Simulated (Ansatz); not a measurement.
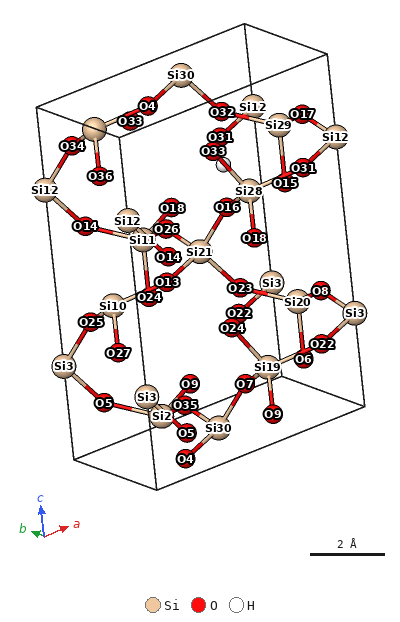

*The input geometry (ball-and-stick view of the cell of the calculation, seen slightly off an axis; atoms are numbered from 1 in the order of the input). An atom can appear more than once, as a periodic image.*

Run report: Si$_{12}$HO$_{24}$, geometry relaxation (part 1 of 4)

Si$_{12}$HO$_{24}$ (defect cell, 37 atoms in the cell), computed with DFT PBEsol, scalar-relativistic, plane waves, PAW, PAW set soft_1, spin-polarised (Ansatz 0.2.0).

The structure derives from an entry of the Crystallography Open Database. It belongs to a series of runs on one base structure; here: start relaxed. Figures and captions count atoms from 1; the log counts them from 0 in places.

Output
```
Warning: [file] the record states the generating functional pbe (its physics header spells it `PBE`), which answers neither for hamiltonian.xc's functional nor for the pbesol family's — results may be inconsistent (PPs are generated against a specific XC)
Warning: [file] the record states the generating functional pbe (its physics header spells it `PBE`), which answers neither for hamiltonian.xc's functional nor for the pbesol family's — results may be inconsistent (PPs are generated against a specific XC)
Warning: [file] the record states the generating functional pbe (its physics header spells it `PBE`), which answers neither for hamiltonian.xc's functional nor for the pbesol family's — results may be inconsistent (PPs are generated against a specific XC)
Engine: ansatz 0.2.0, aarch64-unknown-linux-gnu
Pseudopotentials: kind: paw
Pseudopotential: Si, paw, valence charge 4, recommended cutoff 420 eV (normal), [file]
Pseudopotential: O, paw, valence charge 6, recommended cutoff 420 eV (normal), [file]
Pseudopotential: H, paw, valence charge 1, recommended cutoff 420 eV (normal), [file]
Functional definition: PBEsol
  exchange = pbesol_x
  correlation = pbesol_c
Crystal: 37 atoms, lattice volume = 453.094 Å³
Basis set: ecut = 420 eV, 8867 PW (Γ), exchange–correlation on 100×100×144 points (8 copies of the dense FFT grid, shifted against one another)
Bands: 134, of which v1, the nominal top of the filled ones, is band 97 counted from 1 (96 counted from 0)
Symmetry: 1 space group operations
Space group: P1 (ITA 1), of the structure as read, at distance tolerance 7.7e-5 Å
Magnetic group: BNS 1.1 (UNI 1), of the structure as read, at distance tolerance 7.7e-5 Å
k-points: 4
Non-local potential: Si, projectors of the file, l = 0: 2, l = 1: 2, l = 2: 1
Non-local potential: O, projectors of the file, l = 0: 2, l = 1: 2, l = 2: 1
Non-local potential: H, projectors of the file, l = 0: 2, l = 1: 1
PAW form: soft (Blöchl's): semilocal exchange-correlation on the pseudo side does not see the compensation charge
PAW frozen core: Si, regenerated for the run's functional, and the local potential with it (the file was generated under x = pbe(κ = 0.804, μ = 0.2195149727645171), c = pbe(β = 0.06672455060314922))
PAW frozen core: O, regenerated for the run's functional, and the local potential with it (the file was generated under x = pbe(κ = 0.804, μ = 0.2195149727645171), c = pbe(β = 0.06672455060314922))
PAW one-centre angular grid: Si, 110 points (default); XC on 64 Gauss nodes
PAW one-centre angular grid: O, 110 points (default); XC on 64 Gauss nodes
PAW one-centre angular grid: H, 110 points (default); XC on 64 Gauss nodes
Starting moments: Σ|m| = 1 μB on 1 of 37 sites
Initial wavefunctions: pseudopotential atomic-orbital guess
Functional: x = pbesol(κ = 0.804, μ = 0.12345679012345678), c = pbesol(β = 0.046)
SCF iter   1: F=—  HF=-20989.833820 eV  |F-HF|=—  |Δ(HF+E_count)|=         —  Δρ=6.33e-2 (↑6.33e-2 ↓6.19e-2)  dr2=6.35e1  dr2_m=3.09e-2  M=1.000 μB ∫|m|=1.015 μB  β_m=1.00  ethr=3.10e-3  ⟨swp⟩=6.0  Hψ=4959  notcnv=0  defer=79
preconditioner: auto → Resta (q_TF=auto, 2.367 Å⁻¹)  ε∞=2.8  [insulator: Δε(μ)=2.423 eV  Ē_g=18.029 eV  σ=0.050 eV  W_gap=1.00  n_scr=102 (ndim 8)  ℏωp=24.2 eV  f_vac=0.003  D(μ)=0.00/eV (n_scr^D=0)  ε∞_Penn≈2.8]
spin=Collinear: Resta preconditioning applied to the charge; magnetization (m = ρ↑ − ρ↓) channel mixes plain (no charge-response kernel on spin).
SCF iter   2: F=—  HF=-20975.155552 eV  |F-HF|=—  |Δ(HF+E_count)|=    1.47e1  Δρ=2.94e-2 (↑2.94e-2 ↓2.90e-2)  dr2=1.43e1  dr2_m=8.51e-3  M=1.000 μB ∫|m|=1.024 μB  β_m=1.00  ethr=3.10e-3  ⟨swp⟩=3.0  Hψ=2070  notcnv=0  defer=258
SCF iter   3: F=—  HF=-20971.982317 eV  |F-HF|=—  |Δ(HF+E_count)|=    3.17e0  Δρ=1.53e-2 (↑1.53e-2 ↓1.52e-2)  dr2=1.82e0  dr2_m=2.36e-3  M=1.000 μB ∫|m|=1.035 μB  β_m=1.00  ethr=3.10e-3  ⟨swp⟩=2.9  Hψ=1882  notcnv=0  defer=260
SCF iter   4: F=—  HF=-20971.824080 eV  |F-HF|=—  |Δ(HF+E_count)|=   1.58e-1  Δρ=1.69e-3 (↑1.69e-3 ↓1.63e-3)  dr2=5.46e-2  dr2_m=1.39e-4  M=1.000 μB ∫|m|=1.034 μB  β_m=1.00  ethr=9.44e-4  ⟨swp⟩=3.1  Hψ=1677  notcnv=0  defer=260
SCF iter   5: F=—  HF=-20971.839659 eV  |F-HF|=—  |Δ(HF+E_count)|=   1.56e-2  Δρ=1.23e-3 (↑1.23e-3 ↓1.21e-3)  dr2=1.80e-2  dr2_m=1.78e-5  M=1.000 μB ∫|m|=1.035 μB  β_m=0.30  ethr=2.83e-5  ⟨swp⟩=2.4  Hψ=1788  notcnv=0  defer=260
Mixer restart at iter 5: flushing history
spin-set hold released at iteration 5 (site moments contracting): the magnetisation degrees of freedom join the quasi-Newton model from the next iteration; the mixer history was flushed
SCF iter   6: F=—  HF=-20971.849637 eV  |F-HF|=—  |Δ(HF+E_count)|=   9.98e-3  Δρ=9.21e-4 (↑9.21e-4 ↓9.09e-4)  dr2=1.10e-2  dr2_m=1.08e-5  M=1.000 μB ∫|m|=1.035 μB  β_m=0.65  ethr=9.34e-6  ⟨swp⟩=1.0  Hψ=812  notcnv=0  defer=260
SCF iter   7: F=—  HF=-20971.869137 eV  |F-HF|=—  |Δ(HF+E_count)|=   1.95e-2  Δρ=1.23e-4 (↑1.23e-4 ↓1.22e-4)  dr2=2.78e-4  dr2_m=2.19e-6  M=1.000 μB ∫|m|=1.037 μB  β_m=0.82  ethr=5.71e-6  ⟨swp⟩=2.0  Hψ=1437  notcnv=0  defer=260
SCF iter   8: F=—  HF=-20971.869721 eV  |F-HF|=—  |Δ(HF+E_count)|=   5.83e-4  Δρ=9.17e-5 (↑9.09e-5 ↓9.17e-5)  dr2=1.12e-4  dr2_m=5.01e-8  M=1.000 μB ∫|m|=1.037 μB  β_m=0.67  ethr=1.44e-7  ⟨swp⟩=2.0  Hψ=1584  notcnv=0  defer=260
SCF iter   9: F=-20971.869713 eV  HF=-20971.869707 eV  |F-HF|=6.31e-6  |Δ(HF+E_count)|=   1.34e-5  Δρ=1.48e-5 (↑1.39e-5 ↓1.48e-5)  dr2=2.76e-6  dr2_m=2.16e-8  M=1.000 μB ∫|m|=1.037 μB  ethr=5.18e-8  ⟨swp⟩=9.2  Hψ=8447  notcnv=0
SCF 1 converged in 9 iterations: F = -20971.869713 eV  dr2 = 2.76e-6
  greatest PAW one-centre occupation: 0.867 electrons in one spin orbital (limit 2), on the O atom at site 31 (counted from 0), in its partial waves of l = 0
relax step   1: F+E_penalty+E_count = -20971.86971344 eV  Δ(F+E_penalty+E_count) = +0.000e0 eV  max|allowed force component| = 7.529e-1 eV/Å  Δτ_max = 0.0000 Å  (9 SCF iters, dr2 threshold 1.00e-4 eV, accepted)
Initial density: handed on by an earlier stage of this run
Starting moments: Σ|m| = 1 μB on 1 of 37 sites; this step starts from the density that it was given
Initial wavefunctions: those handed on with the density
iter 1 solved again at ethr=1.97e-5 eV; its pass at ethr=3.10e-3 eV (dr2=3.81e-2 eV) is discarded
SCF iter   1: F=—  HF=-20971.999007 eV  |F-HF|=—  |Δ(HF+E_count)|=         —  Δρ=1.95e-3 (↑1.95e-3 ↓1.81e-3)  dr2=4.12e-2  dr2_m=5.95e-4  M=1.000 μB ∫|m|=1.038 μB  β_m=0.30  ethr=1.97e-5  ⟨swp⟩=2.4  Hψ=4017  notcnv=0  defer=258
preconditioner: auto → Resta (q_TF=auto, 2.367 Å⁻¹)  ε∞=3.1  [insulator: Δε(μ)=1.975 eV  Ē_g=16.850 eV  σ=0.050 eV  W_gap=1.00  n_scr=102 (ndim 8)  ℏωp=24.2 eV  f_vac=0.098  D(μ)=0.00/eV (n_scr^D=0)  ε∞_Penn≈3.1]
spin=Collinear: Resta preconditioning applied to the charge; magnetization (m = ρ↑ − ρ↓) channel mixes plain (no charge-response kernel on spin).
SCF iter   2: F=—  HF=-20971.992334 eV  |F-HF|=—  |Δ(HF+E_count)|=   6.67e-3  Δρ=1.37e-3 (↑1.37e-3 ↓1.28e-3)  dr2=2.04e-2  dr2_m=3.05e-4  M=1.000 μB ∫|m|=1.038 μB  β_m=0.65  ethr=1.97e-5  ⟨swp⟩=1.0  Hψ=814  notcnv=0  defer=258
SCF iter   3: F=—  HF=-20971.987634 eV  |F-HF|=—  |Δ(HF+E_count)|=   4.70e-3  Δρ=2.00e-4 (↑1.85e-4 ↓2.00e-4)  dr2=3.86e-4  dr2_m=3.00e-6  M=1.000 μB ∫|m|=1.037 μB  β_m=0.66  ethr=1.06e-5  ⟨swp⟩=2.1  Hψ=1509  notcnv=0  defer=258
SCF iter   4: F=—  HF=-20971.987610 eV  |F-HF|=—  |Δ(HF+E_count)|=   2.39e-5  Δρ=7.30e-5 (↑6.79e-5 ↓7.30e-5)  dr2=6.78e-5  dr2_m=8.55e-7  M=1.000 μB ∫|m|=1.037 μB  β_m=0.77  ethr=2.00e-7  ⟨swp⟩=2.0  Hψ=1571  notcnv=0  defer=258
SCF iter   5: F=-20971.987625 eV  HF=-20971.987626 eV  |F-HF|=4.56e-7  |Δ(HF+E_count)|=   1.59e-5  Δρ=3.90e-5 (↑3.74e-5 ↓3.90e-5)  dr2=1.70e-5  dr2_m=1.08e-7  M=1.000 μB ∫|m|=1.037 μB  ethr=1.84e-8  ⟨swp⟩=11.2  Hψ=9291  notcnv=0
SCF 2 converged in 5 iterations: F = -20971.987625 eV  dr2 = 1.70e-5
  greatest PAW one-centre occupation: 0.866 electrons in one spin orbital (limit 2), on the O atom at site 31 (counted from 0), in its partial waves of l = 0
[...]
relax step   2: F+E_penalty+E_count = -20971.98762547 eV  Δ(F+E_penalty+E_count) = -1.179e-1 eV  max|allowed force component| = 5.118e-1 eV/Å  Δτ_max = 0.0492 Å  (5 SCF iters, dr2 threshold 3.54e-5 eV, accepted)
preconditioner: auto → Resta (q_TF=auto, 2.367 Å⁻¹)  ε∞=3.1  [insulator: Δε(μ)=2.296 eV  Ē_g=16.688 eV  σ=0.050 eV  W_gap=1.00  n_scr=102 (ndim 8)  ℏωp=24.2 eV  f_vac=0.089  D(μ)=0.00/eV (n_scr^D=0)  ε∞_Penn≈3.1]
spin=Collinear: Resta preconditioning applied to the charge; magnetization (m = ρ↑ − ρ↓) channel mixes plain (no charge-response kernel on spin).
  greatest PAW one-centre occupation: 0.863 electrons in one spin orbital (limit 2), on the O atom at site 17 (counted from 0), in its partial waves of l = 0
relax step   3: F+E_penalty+E_count = -20972.17926370 eV  Δ(F+E_penalty+E_count) = -1.916e-1 eV  max|allowed force component| = 3.345e-1 eV/Å  Δτ_max = 0.1951 Å  (7 SCF iters, dr2 threshold 1.64e-5 eV, accepted)
preconditioner: auto → Resta (q_TF=auto, 2.367 Å⁻¹)  ε∞=3.1  [insulator: Δε(μ)=2.519 eV  Ē_g=16.694 eV  σ=0.050 eV  W_gap=1.00  n_scr=102 (ndim 8)  ℏωp=24.2 eV  f_vac=0.086  D(μ)=0.00/eV (n_scr^D=0)  ε∞_Penn≈3.1]
spin=Collinear: Resta preconditioning applied to the charge; magnetization (m = ρ↑ − ρ↓) channel mixes plain (no charge-response kernel on spin).
  greatest PAW one-centre occupation: 0.862 electrons in one spin orbital (limit 2), on the O atom at site 17 (counted from 0), in its partial waves of l = 0
relax step   4: F+E_penalty+E_count = -20972.25653271 eV  Δ(F+E_penalty+E_count) = -7.727e-2 eV  max|allowed force component| = 1.983e-1 eV/Å  Δτ_max = 0.2000 Å  (6 SCF iters, dr2 threshold 4.78e-5 eV, accepted)
preconditioner: auto → Resta (q_TF=auto, 2.367 Å⁻¹)  ε∞=3.1  [insulator: Δε(μ)=2.595 eV  Ē_g=16.690 eV  σ=0.050 eV  W_gap=1.00  n_scr=102 (ndim 8)  ℏωp=24.2 eV  f_vac=0.085  D(μ)=0.00/eV (n_scr^D=0)  ε∞_Penn≈3.1]
spin=Collinear: Resta preconditioning applied to the charge; magnetization (m = ρ↑ − ρ↓) channel mixes plain (no charge-response kernel on spin).
relax step   5: F+E_penalty+E_count = -20972.27069285 eV  Δ(F+E_penalty+E_count) = -1.416e-2 eV  max|allowed force component| = 9.458e-2 eV/Å  Δτ_max = 0.1209 Å  (6 SCF iters, dr2 threshold 1.38e-5 eV, accepted)
preconditioner: auto → Resta (q_TF=auto, 2.367 Å⁻¹)  ε∞=3.1  [insulator: Δε(μ)=2.710 eV  Ē_g=16.691 eV  σ=0.050 eV  W_gap=1.00  n_scr=102 (ndim 8)  ℏωp=24.2 eV  f_vac=0.083  D(μ)=0.00/eV (n_scr^D=0)  ε∞_Penn≈3.1]
spin=Collinear: Resta preconditioning applied to the charge; magnetization (m = ρ↑ − ρ↓) channel mixes plain (no charge-response kernel on spin).
  greatest PAW one-centre occupation: 0.862 electrons in one spin orbital (limit 2), on the O atom at site 14 (counted from 0), in its partial waves of l = 0
relax step   6: F+E_penalty+E_count = -20972.29005340 eV  Δ(F+E_penalty+E_count) = -1.936e-2 eV  max|allowed force component| = 6.519e-2 eV/Å  Δτ_max = 0.1952 Å  (8 SCF iters, accepted)
preconditioner: auto → Resta (q_TF=auto, 2.367 Å⁻¹)  ε∞=3.1  [insulator: Δε(μ)=2.780 eV  Ē_g=16.695 eV  σ=0.050 eV  W_gap=1.00  n_scr=102 (ndim 8)  ℏωp=24.2 eV  f_vac=0.082  D(μ)=0.00/eV (n_scr^D=0)  ε∞_Penn≈3.1]
spin=Collinear: Resta preconditioning applied to the charge; magnetization (m = ρ↑ − ρ↓) channel mixes plain (no charge-response kernel on spin).
relax step   7: F+E_penalty+E_count = -20972.30468250 eV  Δ(F+E_penalty+E_count) = -1.463e-2 eV  max|allowed force component| = 8.301e-2 eV/Å  Δτ_max = 0.1945 Å  (8 SCF iters, accepted)
preconditioner: auto → Resta (q_TF=auto, 2.367 Å⁻¹)  ε∞=3.1  [insulator: Δε(μ)=2.818 eV  Ē_g=16.703 eV  σ=0.050 eV  W_gap=1.00  n_scr=102 (ndim 8)  ℏωp=24.2 eV  f_vac=0.082  D(μ)=0.00/eV (n_scr^D=0)  ε∞_Penn≈3.1]
spin=Collinear: Resta preconditioning applied to the charge; magnetization (m = ρ↑ − ρ↓) channel mixes plain (no charge-response kernel on spin).
relax step   8: F+E_penalty+E_count = -20972.32134791 eV  Δ(F+E_penalty+E_count) = -1.667e-2 eV  max|allowed force component| = 1.281e-1 eV/Å  Δτ_max = 0.1952 Å  (8 SCF iters, accepted)
preconditioner: auto → Resta (q_TF=auto, 2.367 Å⁻¹)  ε∞=3.1  [insulator: Δε(μ)=2.863 eV  Ē_g=16.704 eV  σ=0.050 eV  W_gap=1.00  n_scr=102 (ndim 8)  ℏωp=24.2 eV  f_vac=0.083  D(μ)=0.00/eV (n_scr^D=0)  ε∞_Penn≈3.1]
spin=Collinear: Resta preconditioning applied to the charge; magnetization (m = ρ↑ − ρ↓) channel mixes plain (no charge-response kernel on spin).
  Residual-converged pass: ⟨swp⟩=1.0  Hψ=1104  notcnv=0  max |occ|·‖R‖ = 6.8e-9 eV (tolerance 1.0e-8 eV)  dr2=4.00e-6  dr2_m=7.93e-8  dr2_onsite=2.15e-7  max |Δocc| = 2.0e-22
relax step   9: F+E_penalty+E_count = -20972.34890359 eV  Δ(F+E_penalty+E_count) = -2.756e-2 eV  max|allowed force component| = 9.981e-2 eV/Å  Δτ_max = 0.1948 Å  (6 SCF iters, dr2 threshold 1.64e-5 eV, accepted)
preconditioner: auto → Resta (q_TF=auto, 2.367 Å⁻¹)  ε∞=3.1  [insulator: Δε(μ)=2.902 eV  Ē_g=16.704 eV  σ=0.050 eV  W_gap=1.00  n_scr=102 (ndim 8)  ℏωp=24.2 eV  f_vac=0.085  D(μ)=0.00/eV (n_scr^D=0)  ε∞_Penn≈3.1]
spin=Collinear: Resta preconditioning applied to the charge; magnetization (m = ρ↑ − ρ↓) channel mixes plain (no charge-response kernel on spin).
  greatest PAW one-centre occupation: 0.861 electrons in one spin orbital (limit 2), on the O atom at site 17 (counted from 0), in its partial waves of l = 0
relax step  10: F+E_penalty+E_count = -20972.38028759 eV  Δ(F+E_penalty+E_count) = -3.138e-2 eV  max|allowed force component| = 1.014e-1 eV/Å  Δτ_max = 0.1951 Å  (8 SCF iters, accepted)
preconditioner: auto → Resta (q_TF=auto, 2.367 Å⁻¹)  ε∞=3.1  [insulator: Δε(μ)=2.917 eV  Ē_g=16.708 eV  σ=0.050 eV  W_gap=1.00  n_scr=102 (ndim 8)  ℏωp=24.2 eV  f_vac=0.087  D(μ)=0.00/eV (n_scr^D=0)  ε∞_Penn≈3.1]
spin=Collinear: Resta preconditioning applied to the charge; magnetization (m = ρ↑ − ρ↓) channel mixes plain (no charge-response kernel on spin).
relax step  11: F+E_penalty+E_count = -20972.41525606 eV  Δ(F+E_penalty+E_count) = -3.497e-2 eV  max|allowed force component| = 8.950e-2 eV/Å  Δτ_max = 0.1952 Å  (8 SCF iters, accepted)
preconditioner: auto → Resta (q_TF=auto, 2.367 Å⁻¹)  ε∞=3.1  [insulator: Δε(μ)=2.907 eV  Ē_g=16.717 eV  σ=0.050 eV  W_gap=1.00  n_scr=102 (ndim 8)  ℏωp=24.2 eV  f_vac=0.089  D(μ)=0.00/eV (n_scr^D=0)  ε∞_Penn≈3.1]
spin=Collinear: Resta preconditioning applied to the charge; magnetization (m = ρ↑ − ρ↓) channel mixes plain (no charge-response kernel on spin).
relax step  12: F+E_penalty+E_count = -20972.45036087 eV  Δ(F+E_penalty+E_count) = -3.510e-2 eV  max|allowed force component| = 8.043e-2 eV/Å  Δτ_max = 0.1959 Å  (8 SCF iters, accepted)
preconditioner: auto → Resta (q_TF=auto, 2.367 Å⁻¹)  ε∞=3.1  [insulator: Δε(μ)=2.841 eV  Ē_g=16.727 eV  σ=0.050 eV  W_gap=1.00  n_scr=102 (ndim 8)  ℏωp=24.2 eV  f_vac=0.093  D(μ)=0.00/eV (n_scr^D=0)  ε∞_Penn≈3.1]
spin=Collinear: Resta preconditioning applied to the charge; magnetization (m = ρ↑ − ρ↓) channel mixes plain (no charge-response kernel on spin).
relax step  13: F+E_penalty+E_count = -20972.48852630 eV  Δ(F+E_penalty+E_count) = -3.817e-2 eV  max|allowed force component| = 6.032e-2 eV/Å  Δτ_max = 0.1678 Å  (9 SCF iters, accepted)
preconditioner: auto → Resta (q_TF=auto, 2.367 Å⁻¹)  ε∞=3.1  [insulator: Δε(μ)=2.835 eV  Ē_g=16.725 eV  σ=0.050 eV  W_gap=1.00  n_scr=102 (ndim 8)  ℏωp=24.2 eV  f_vac=0.093  D(μ)=0.00/eV (n_scr^D=0)  ε∞_Penn≈3.1]
spin=Collinear: Resta preconditioning applied to the charge; magnetization (m = ρ↑ − ρ↓) channel mixes plain (no charge-response kernel on spin).
relax step  14: F+E_penalty+E_count = -20972.49254903 eV  Δ(F+E_penalty+E_count) = -4.023e-3 eV  max|allowed force component| = 8.527e-2 eV/Å  Δτ_max = 0.1950 Å  (8 SCF iters, accepted)
preconditioner: auto → Resta (q_TF=auto, 2.367 Å⁻¹)  ε∞=3.1  [insulator: Δε(μ)=2.748 eV  Ē_g=16.721 eV  σ=0.050 eV  W_gap=1.00  n_scr=102 (ndim 8)  ℏωp=24.2 eV  f_vac=0.093  D(μ)=0.00/eV (n_scr^D=0)  ε∞_Penn≈3.1]
spin=Collinear: Resta preconditioning applied to the charge; magnetization (m = ρ↑ − ρ↓) channel mixes plain (no charge-response kernel on spin).
relax step  15: F+E_penalty+E_count = -20972.49298147 eV  Δ(F+E_penalty+E_count) = -4.324e-4 eV  max|allowed force component| = 1.520e-1 eV/Å  Δτ_max = 0.0383 Å  (7 SCF iters, accepted)
preconditioner: auto → Resta (q_TF=auto, 2.367 Å⁻¹)  ε∞=3.1  [insulator: Δε(μ)=2.744 eV  Ē_g=16.720 eV  σ=0.050 eV  W_gap=1.00  n_scr=102 (ndim 8)  ℏωp=24.2 eV  f_vac=0.093  D(μ)=0.00/eV (n_scr^D=0)  ε∞_Penn≈3.1]
spin=Collinear: Resta preconditioning applied to the charge; magnetization (m = ρ↑ − ρ↓) channel mixes plain (no charge-response kernel on spin).
relax step  16: F+E_penalty+E_count = -20972.49489058 eV  Δ(F+E_penalty+E_count) = -1.909e-3 eV  max|allowed force component| = 9.374e-3 eV/Å  Δτ_max = 0.0170 Å  (4 SCF iters, dr2 threshold 2.31e-5 eV, accepted)
spin=Collinear: Resta preconditioning applied to the charge; magnetization (m = ρ↑ − ρ↓) channel mixes plain (no charge-response kernel on spin).
relax step  17: F+E_penalty+E_count = -20972.49489288 eV  Δ(F+E_penalty+E_count) = -2.303e-6 eV  max|allowed force component| = 9.618e-3 eV/Å  Δτ_max = 0.0000 Å  (4 SCF iters, accepted)
```

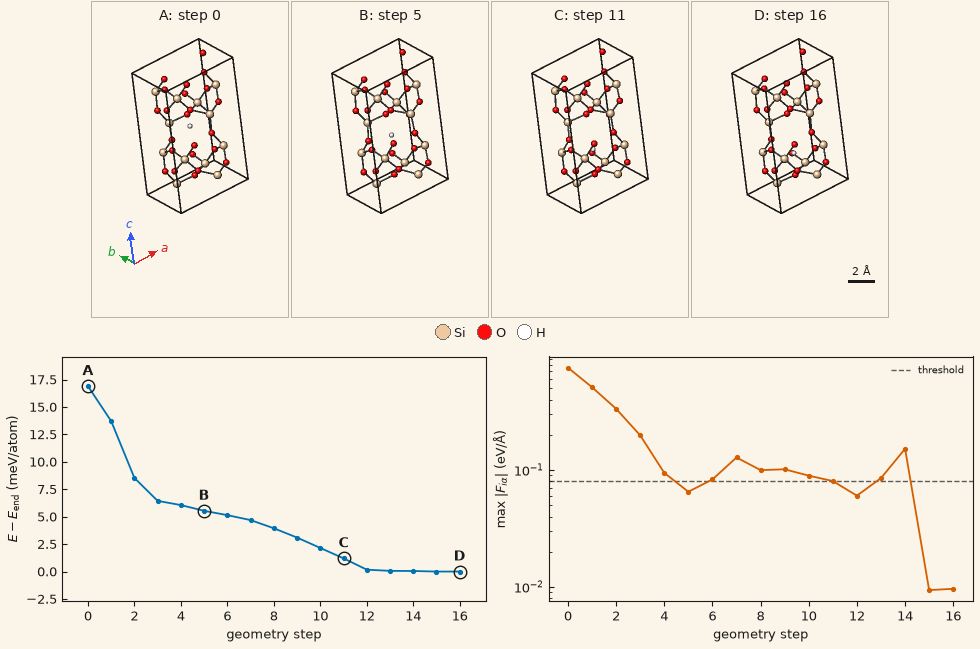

*Frames of the relaxation (ball-and-stick view of the cell of the calculation (origin shifted), seen slightly off an axis) above the curves, on which the letters mark them (the first geometry is step 0 here and step 1 in the log).*

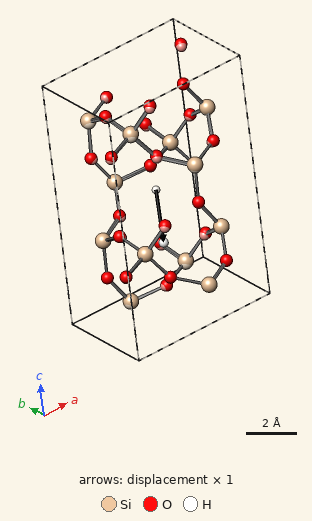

*Start (faint) and end (solid) with the displacements as black arrows, at true length (ball-and-stick view of the cell of the calculation (origin shifted), seen slightly off an axis).*

The energy falls by 16.9 meV per atom in 16 geometry steps. Largest force component: 0.75 eV/Å at the start, 0.0096 eV/Å at the end. The largest move is that of H37, 2.18 Å. Largest moves by element: H 2.18 Å, O 0.13 Å, Si 0.10 Å. The cell stays as it was. Among the contacts that change: Si10–O25 1.611 → 1.628 Å, O13–Si21 1.611 → 1.620 Å. Among the angles that change: Si21–O16–Si28 143.8° → 140.4°, Si12–O31–Si28 143.8° → 141.2°, O22–Si19–O24 110.5° → 112.6°. (Atoms are counted from 1 in the order of the input.)
